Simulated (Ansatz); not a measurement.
System: La.

Input

```
crystal:
  lattice:
    - [-4.4516372013, 4.4615655164, 1.8966104575]
    - [4.4615655164, -4.4516372013, 1.8966104575]
    - [2.4166262213, 2.4166262213, -1.8784267302]
  atoms:
    - { symbol: La, position: [0.9996051304, 0.0003948696, 1.0], spin: 1.0 }
    - { symbol: La, position: [0.7503948696, 0.2496051304, 0.5], spin: 1.0 }
hamiltonian:
  xc: pbe
  pseudopotentials:
    kind: paw
    azcp:
      La: "pseudopotentials/La.paw.azcp"
basis:
  ecutwfc: 420
  fft_grid_basis: typed
kpoints:
  mp_grid: { grid: [11, 11, 11], shift: [0, 0, 0] }
magnetization:
  spin_polarized: true
scf:
  occupations: { method: fermi_dirac, width: 0.05 }
  lower_state_search: "off"
output:
  stress: true
  write_density: true
  write_potential: true
  elf: true
  volumetric_format: npy
```

Launched as:

```sh
ansatz run input.yaml --threads 2 --pin off --max-ram 6144MiB --backend cpu --events-out ev --progress --plain --runs-dir out
```

Below, planes, directions and counts refer to the conventional cell (a = 3.79 Å, b = 12.61 Å, c = 3.90 Å, α = 90.00°, β = 118.58°, γ = 90.00°).

Space group C2/c; set up as La, beta-Sn type; a generated structure, not necessarily the stable one; changed on purpose from its base cell (volume × 1.12); computed pressure about −2 GPa in this cell; the program warned that a starting moment wasn't kept; spin-polarised, but the moments vanished.

Computed with DFT, PBE, plane waves (420 eV) with PAW, scalar-relativistic (Ansatz).

Q: Predict the valence pseudo-density and electron localisation function between the atoms.

A: La–La (3.79 Å): the density is about 0.08 e/Å³ at the midpoint; the ELF is about 0.10 at the midpoint; no localised pair shows between them.

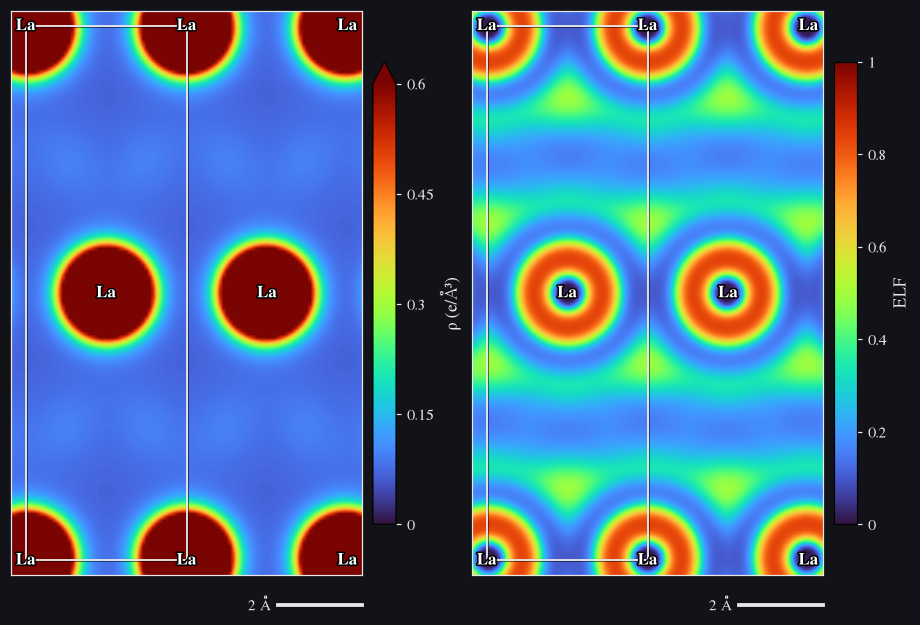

Computed valence pseudo-density and electron localisation function on the (001) plane of the conventional cell, in this order. 
